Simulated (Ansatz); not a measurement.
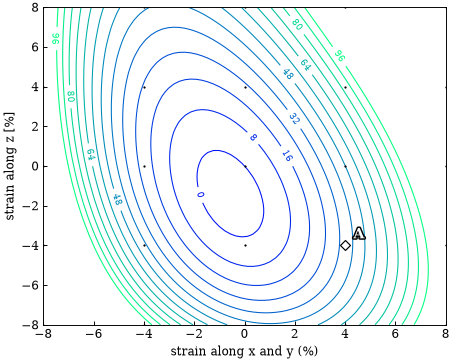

Sn (I4_1/amd, No. 141; 2 atoms in the cell). The cell is strained homogeneously, by one strain along x and y and another along z, with fractional coordinates fixed (x along [1 0 0], z along [0 0 1] of the conventional cell). First axis: strain along x and y. Second axis: strain along z. The grid has 5 × 5 points. Points are written as (first, second). Energies are in meV/atom, from the lowest grid point. The reference cell is the one listed in the database, not relaxed at this level. All numbers below come from Ansatz, DFT PBEsol, scalar-relativistic, plane waves, PAW. Settings: cutoff 420 eV, k-mesh 16×16×16, gaussian smearing 0.15 eV, no spin polarisation.

Drawn: contour lines labelled in meV/atom (none above 96), dots at the grid points, the point A. Between grid points the surface is interpolated.

Is A at rest? If not, where is it pushed?

A, at (4 %, −4 %), is not a stationary point. The computed force is 15 meV/atom for each 1 % towards smaller values of strain along x and y and 0.66 meV/atom for each 1 % towards larger values of strain along z.
